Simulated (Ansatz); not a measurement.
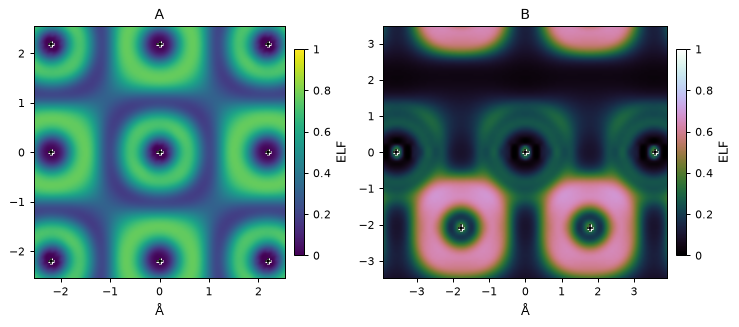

The electron localisation function of 2 systems, each on a plane through atoms (crosses mark nuclei in the plane).

The calculation used Kohn-Sham DFT of a periodic cell, HSE06, Ansatz PAW in Ansatz 0.2.0.

System 1: WC, the (100) plane of the conventional cell. Space group Fm-3m; a structure from a database of computed crystals, not necessarily the ambient phase; computed pressure about −12 GPa in this cell.

```
W C
1.0
     4.38537    0.00000    0.00000
     0.00000    4.38537    0.00000
     0.00000    0.00000    4.38537
W C
4 4
Direct
  0.00000 0.00000 0.00000
  0.50000 0.50000 0.00000
  0.50000 0.00000 0.50000
  0.00000 0.50000 0.50000
  0.50000 0.00000 0.00000
  0.00000 0.50000 0.00000
  0.00000 0.00000 0.50000
  0.50000 0.50000 0.50000
```

System 2: GaAs, the (110) plane of the conventional cell. Space group P-6m2; a structure from a database of computed crystals, not necessarily the ambient phase; a generated structure, not necessarily the stable one; computed pressure about −2 GPa in this cell.

```yaml
crystal:
  lattice:
    - [3.60640, 0.00000, 0.00000]
    - [-1.80320, 3.12324, 0.00000]
    - [0.00000, 0.00000, 3.57319]
  atoms:
    - { symbol: Ga, position: [0.33333, 0.66667, 0.50000] }
    - { symbol: As, position: [0.00000, 0.00000, 0.00000] }
```

Q: Match each panel to its system.

A: Panel A is system 1, WC: the plane holds W and C. W–C (2.19 Å): the ELF peaks at about 0.75 in the valence shell of C, 0.7 Å from its nucleus, and is about 0.25 at the midpoint. Panel B is system 2, GaAs: the plane holds Ga and As. Ga–As (2.74 Å): the ELF is about 0.60 at the midpoint.
